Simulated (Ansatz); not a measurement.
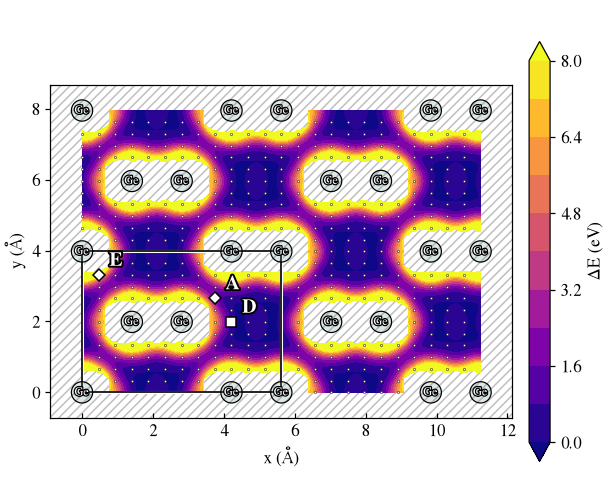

Ge (Fd-3m phase) with one N guest (9 atoms in the cell). A guest moved over a lattice plane through the rigid host; the plane is (0 1 1) of the conventional cell, half-way across the widest gap between atomic layers, origin above Ge5. Places are given modulo a cell vector. The map is drawn in real space over the plane of the scan. Nothing is relaxed (host rigid, guest held in the plane). Grid: 12 × 12 points; 14 points were computed and 94 follow by symmetry. At 36 points there is no value (left out of the scan, as a rule where atoms come close). Energies are in eV per cell, from the lowest grid point. Computed with Ansatz 0.2.0, DFT LDA, scalar-relativistic, plane waves, PAW. Settings: cutoff 420 eV, k-mesh 6×6×6, gaussian smearing 0.15 eV, no spin polarisation.

In the figure: filled contours, dots at the grid points, labelled circles for the fixed atoms within 1 Å of the plane, the outline of one cell of the 2 × 2 shown, one colour for all values above the top of the scale, hatched blanks where no value was computed, lettered points. Between grid points the surface is interpolated.

Is D the lowest point of the computed grid?

No. D lies 0.46 eV above the lowest grid point, which is at (4/12, 1/12) of the cell vectors [nearest 1 Ge at 1.99 Å].

Rank the lettered points by energy, lowest first.

D (0.46 eV), A (1.8 eV), E (8.3 eV).

PAW datasets: the set soft_1.
